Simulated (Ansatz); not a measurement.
# Ni: what the fields show

The calculation's input:

```
crystal:
  lattice:
    - [-1.7076709194, 1.4064061567, 1.2530944515]
    - [1.4064061567, -1.7076709194, 1.2530944515]
    - [3.214033372, 3.214033372, -1.8048614162]
  atoms:
    - { symbol: Ni, position: [0.9584903673, 0.0415096327, 0.0], spin: 0.698 }
    - { symbol: Ni, position: [0.7915096327, 0.2084903673, 0.5], spin: 0.698 }
hamiltonian:
  xc: rpbe
  pseudopotentials:
    kind: paw
    azcp:
      Ni: "pseudopotentials/Ni.paw.azcp"
basis:
  ecutwfc: 420
  fft_grid_basis: typed
kpoints:
  mp_grid: { grid: [18, 18, 9], shift: [0, 0, 0] }
magnetization:
  spin_polarized: true
scf:
  occupations: { method: fermi_dirac, width: 0.05 }
  lower_state_search: "off"
output:
  stress: true
  write_density: true
  write_potential: true
  elf: true
  volumetric_format: npy
```

Below, planes, directions and counts refer to the conventional cell (a = 2.54 Å, b = 2.54 Å, c = 4.18 Å, α = 89.99°, β = 90.01°, γ = 120.00°).

Space group P6₃/mmc; set up as Ni, beta-Sn type; a generated structure, not necessarily the stable one; changed on purpose from its base cell (volume × 1.04); computed pressure about −6 GPa in this cell; spin-polarised.

Method: DFT, RPBE, plane waves (420 eV) with PAW, scalar-relativistic (Ansatz 0.2.0).

Core electrons are frozen (PAW), and the valence fields are smoothed inside the atomic spheres.

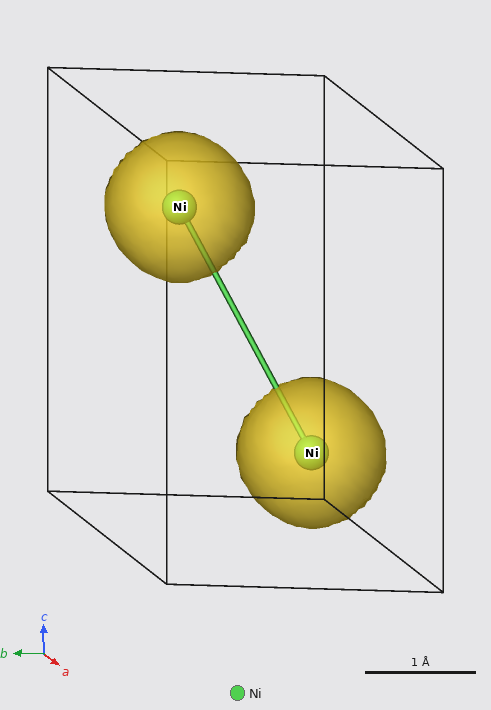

Figure 1. Isosurfaces of the magnetisation density (up minus down) at +0.1 (yellow) and −0.1 e/Å³ (cyan), seen at an oblique angle. Sticks mark near contacts.

> Where is the spin, and how is it ordered?

The spin density sits on Ni: +0.7 μB (×2) in one cell of 2 atoms: parallel moments (a ferromagnetic arrangement) in this solution. The cell of the calculation (2 atoms) carries 1.3 μB of net spin moment. Only one sign reaches the isovalue.

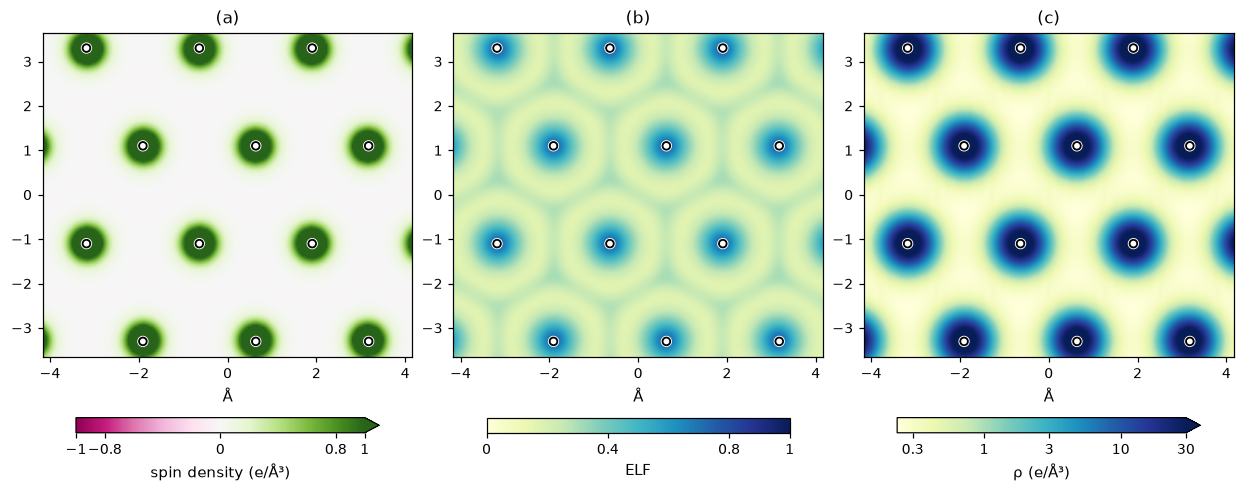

Figure 2. (a) magnetisation density (up minus down); (b) electron localisation function; (c) valence pseudo-density on the (001) plane of the conventional cell. Circles mark the nuclei in the plane (Ni).

> Interpret the plot.

- The plane passes through Ni nuclei.
- Ni–Ni (2.54 Å): the density is about 0.31 e/Å³ at the midpoint; the ELF is about 0.25 at the midpoint; no localised pair shows between them.
- Between the atoms the lowest density in this plane is 0.23 e/Å³.
- The features right at Ni lie inside the PAW spheres, where the map follows smoothed inner orbitals and isn't to be read closely.

> Does the calculation give a band gap?

It is gapless in this calculation (a metal or semimetal).
